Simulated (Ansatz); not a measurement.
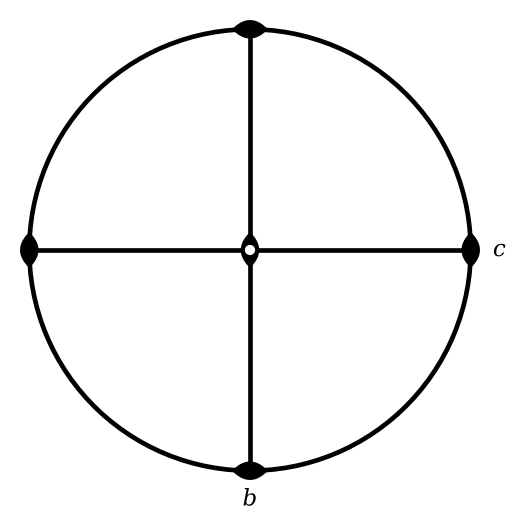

Stereographic projection: heavy lines are mirror planes (a heavy rim: a mirror in the plane of the page); lens, triangle, square and hexagon are 2-, 3-, 4- and 6-fold axes, a lens in an open square is −4, a triangle in an open hexagon −6; thin dashed diameters join the ends of axes that lie in the page; a small open circle marks inversion. The a axis points at the viewer. Computed from the symmetry operations of a computed or model structure of composition Rh, which need not be its known form.

### Which point group is this?

mmm (D2h), order 8, orthorhombic system: three twofold axes, three mirror planes, an inversion centre.

### Which physical properties does it allow?

It is centrosymmetric, so neither piezoelectric nor pyroelectric; it is not chiral.
